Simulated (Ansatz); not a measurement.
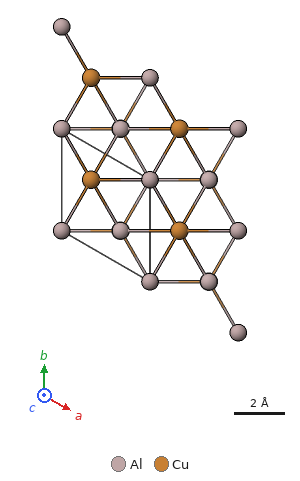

A scan of solid Al₃Cu₂ (P-3m1): the cell is strained along y alone, with the atoms kept at their fractional coordinates. x, y and z are the Cartesian axes of the input. The picture shows the reference cell. A ball-and-stick model of the cell of the calculation, repeated 2 × 2 × 2 with one cell outlined, seen along the c axis.

Method: DFT PBEsol, scalar-relativistic, plane waves, PAW in Ansatz 0.2.0. Set-up: plane-wave cutoff 420 eV; k-point mesh 12 × 12 × 10; occupations gaussian; smearing width 0.15 eV; no spin polarisation. Energies (free energies at the smearing named) are counted from the relaxed crystal.

The input:
```yaml
crystal:
  lattice:
    - [4.0985856014, 0.0, 0.0]
    - [-2.0492928007, 3.5494792504, 0.0]
    - [0.0, 0.0, 4.9821008425]
  atoms:
    - { symbol: Al, position: [0.0, 0.0, 0.0] }
    - { symbol: Al, position: [0.3333333333, 0.6666666667, 0.3515059809] }
    - { symbol: Al, position: [0.6666666667, 0.3333333333, 0.6484940191] }
    - { symbol: Cu, position: [0.3333333333, 0.6666666667, 0.8422899817] }
    - { symbol: Cu, position: [0.6666666667, 0.3333333333, 0.1577100183] }
basis:
  ecutwfc: 420
kpoints:
  mp_grid: { grid: [12, 12, 10] }
hamiltonian:
  xc: pbesol
scf:
  occupations: { method: gaussian, width: 0.15 }
output:
  forces: true
  stress: true
  eigenvalues: true
  write_density: true
  write_potential: true
  elf: true
  volumetric_format: npy
```

Command:
```bash
ansatz run input.yaml --threads 1 --pin off --max-ram 2560MiB --backend cpu --events-out ev --progress --plain --runs-dir out
```

Question: Predict the energy profile (the strain: −0.060, −0.045, −0.030, 0.000, 0.015, 0.045, 0.060).

Answer:
```csv
strain,ΔE (meV/atom)
−0.060,42.6
−0.045,22.8
−0.030,9.6
0.000,0.0
0.015,2.2
0.045,17.2
0.060,28.9
```

The lowest computed point lies at the strain 0.00 (0.0 meV/atom). The distortion takes the space group from P-3m1 to C2/m. At the strain −0.06 the cell of the drawing goes b 4.099 → 3.916 Å, γ 120.0° → 121.6°.

As a plot:

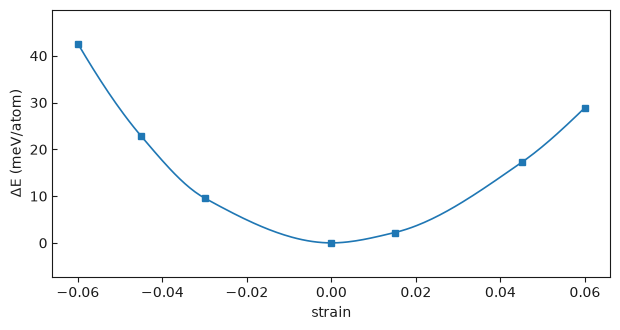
